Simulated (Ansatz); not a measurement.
Read the following structure.

```xyz
4
Lattice="3.4758 0.0000 0.0000 0.0000 3.4758 0.0000 0.0000 0.0000 4.5468" Properties=species:S:1:pos:R:3 pbc="T T T"
Hf    0.0000    0.0000    0.0000
N     0.0000    1.7379    1.1367
Hf    1.7379    1.7379    2.2734
N     1.7379    0.0000    3.4101
```

> What does this file describe?

Composition: HfN. It belongs to space group I-4m2 (No. 119) and has a body-centred tetragonal lattice. Cell content 2 Hf, 2 N; Z = 2. The neighbours of Hf are four N in a tetrahedral arrangement at 2.08 Å. The neighbours of N are four Hf in a tetrahedral arrangement at 2.08 Å. Not all metal-metal contacts are counted. The bonds build a three-dimensional framework.

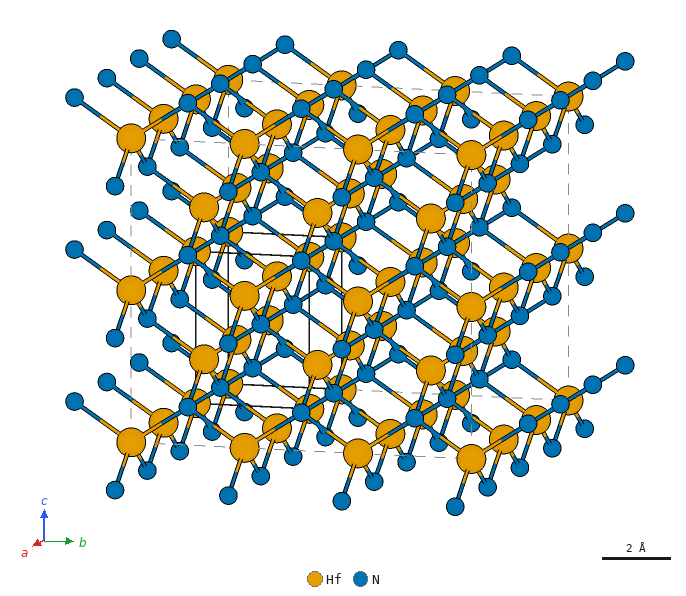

We look at a ball-and-stick model of the crystal slightly off an axis. The picture spans 3×3×2 cells, one conventional unit cell being drawn with solid lines. Some neighbours outside the box are added. Colours: hafnium orange, nitrogen blue.

Origin of the cell: a structure listed in the Materials Project. The cell was then strained or its atoms displaced on purpose. It was run through Ansatz as a DFT input.

At this level of theory the cell isn't at rest (compressed, at 17 GPa), so its distances can differ from those at equilibrium, the more so the softer the solid.
